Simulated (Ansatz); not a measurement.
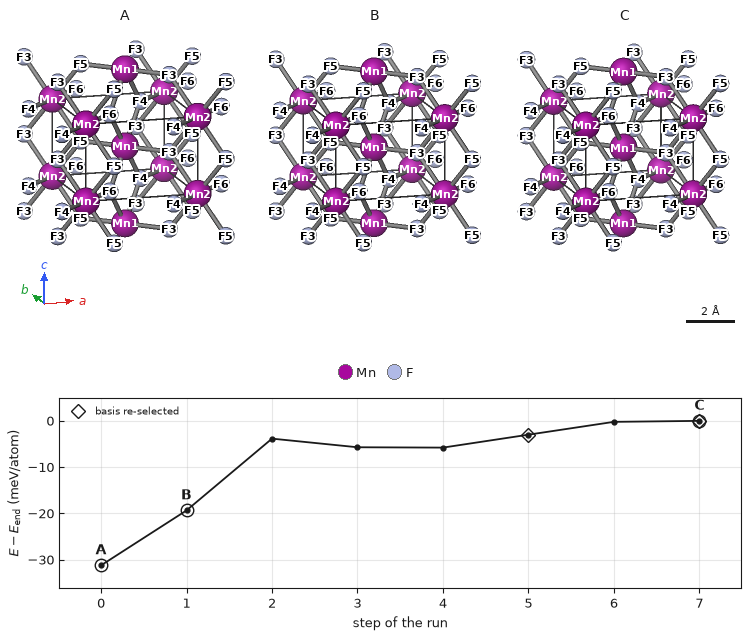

Frames of a relaxation of crystalline MnF2 (set up in P4_2/mnm), marked on the history of the run. A ball-and-stick model of the cell of the calculation, seen slightly off an axis.

The run lets cell and atoms move.

All numbers below come from Kohn-Sham DFT of a periodic cell, PBEsol, Ansatz PAW (Ansatz 0.2.0).

Input file:
```yaml
crystal:
  lattice:
    - [4.8738, 0.0, 0.0]
    - [0.0, 4.8738, 0.0]
    - [0.0, 0.0, 3.3107]
  atoms:
    - { symbol: Mn, position: [0.5, 0.5, 0.5], spin: 4.0 }
    - { symbol: Mn, position: [0.0, 0.0, 0.0], spin: 4.0 }
    - { symbol: F, position: [0.8053, 0.1947, 0.5] }
    - { symbol: F, position: [0.6947, 0.6947, 0.0] }
    - { symbol: F, position: [0.1947, 0.8053, 0.5] }
    - { symbol: F, position: [0.3053, 0.3053, 0.0] }
hamiltonian:
  xc: pbesol
  pseudopotentials: { kind: paw }
magnetization:
  spin_polarized: true
kpoints:
  mp_grid: { grid: [6, 6, 8] }
scf:
  occupations: { method: fermi_dirac, width: 0.05 }
output:
  forces: true
  stress: true
  eigenvalues: true
relax:
  f_tol: 0.01
  max_steps: 40
  cell: { stress_tol: 0.05, p_target: 10.0 }
```

Launched with:
```bash
ansatz run input.yaml --threads 2 --pin off --max-ram 5632MiB --backend cpu --events-out ev --progress --plain --runs-dir out
```

Q: What happens along the run?

A: After 5 accepted moves (7 points after the start) the energy has risen by 31.2 meV per atom. With the target pressure of 10 GPa, the enthalpy E + pV changes by −42.4 meV per atom. The largest force component goes from 0.0037 to 0.00067 eV/Å. Pressure: −0.68 GPa at the start and 10.00 GPa at the end. The SCF was repeated twice at an unchanged geometry on a basis and grid sized afresh for the cell, which shifted the energy by 2.8 meV per atom at most. The atoms keep their places relative to the cell (all moves are under 0.005 Å). Cell: a = b 4.874 → 4.685 Å (−3.9 %), c 3.311 → 3.261 Å (−1.5 %). Volume −9.0 %. Near-neighbour distances that change, for instance: Mn1–F3 2.104 → 2.020 Å, Mn1–F4 2.131 → 2.080 Å. The space group stays P4_2/mnm (No. 136). The run may lie on a higher electronic state than the lowest, so the end point isn't shown to be the ground-state structure. Cost: 72 s on 2 threads of Intel(R) Xeon(R) Platinum 8259CL CPU @ 2.50GHz (Skylake/Cascade Lake), on a shared host, peak memory 0.6 GiB. From step 0 to 1: volume −6.4 %, energy +11.9 meV per atom. From step 1 to 7: volume −2.7 %, energy +19.3 meV per atom.

Limits of the set-up: only the magnetic order of this start and cell was tried (total moment 10.0 μB per cell).
